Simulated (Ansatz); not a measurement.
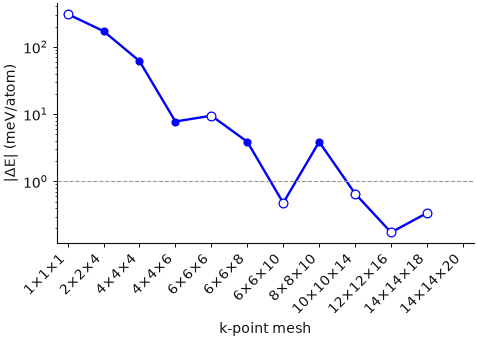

One cell, run at 12 values of the k-point mesh.
The run: Al2Cu (P4/mmm, 3 atoms in the cell), by DFT r2SCAN, scalar-relativistic, plane waves, PAW (Ansatz); cutoff 500 eV, Gaussian smearing of 0.1 eV.
ΔE is the free energy less its value at the densest setting, 14×14×20.
Dashed lines or grey bands mark the tolerance: 1 meV/atom.
On logarithmic panels, open markers lie below the reference value and filled ones above.

From which setting is the free energy converged to 1 meV/atom?

The free energy is within 1 meV/atom of the densest setting's value from 10×10×14 on. The agreement at 6×6×10 is by chance. It is off by 310 meV/atom at 1×1×1, 9.5 meV/atom at 6×6×6 and 3.9 meV/atom at 8×8×10 (on both sides of it). The system is metallic at this level.
